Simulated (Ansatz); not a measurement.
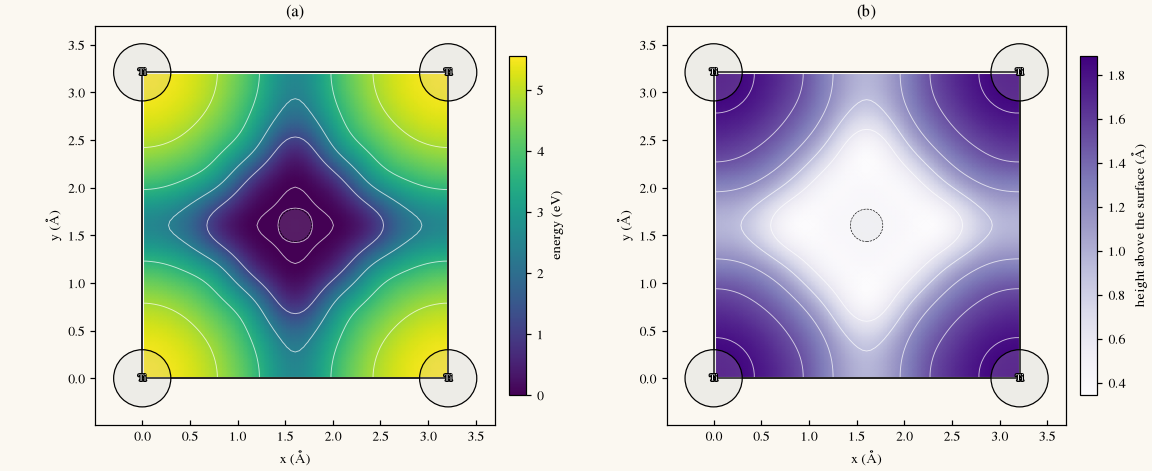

C on a Ti(100) slab cut from the Im-3m phase, its upper half relaxed before the scan (4 atoms of substrate and one adsorbate in a 1 × 1 cell). C is moved over the surface cell; relaxed at each place: the height of the adsorbate's atoms; substrate rigid; the origin of the map has the adsorbate above Ti4. Places are given modulo a cell vector. The map is drawn in real space over the plane of the surface. The grid has 8 × 8 points; 15 points were computed and 49 follow by symmetry. Energies are in eV, from the lowest grid point. With one adsorbate in each 1 × 1 cell, its nearest image is 3.2 Å away, so neighbouring adsorbates interact. Theory: DFT PBEsol, scalar-relativistic, plane waves, PAW in Ansatz 0.2.0. Settings: cutoff 420 eV, k-mesh 8×8×1, gaussian smearing 0.1 eV, no spin polarisation.

Panel (a) is the energy; panel (b) is the computed height above the surface, in Å.

In the figure: a smooth colour map with a few white contour lines, labelled circles for the atoms of the top layer and small ones for the second layer, the outline of one cell of the plane. Between grid points the surface is interpolated.

How does the height above the surface vary over the map, and what is it at the lowest grid point?

Answer. It runs from 0.39 Å at (3/8, 4/8) of the cell vectors [nearest 1 Ti at 1.92 Å] to 1.89 Å at the top site over a surface Ti atom, (0/8, 0/8) of the cell vectors. At the lowest grid point, (3/8, 4/8) of the cell vectors [nearest 1 Ti at 1.92 Å], it is 0.39 Å.
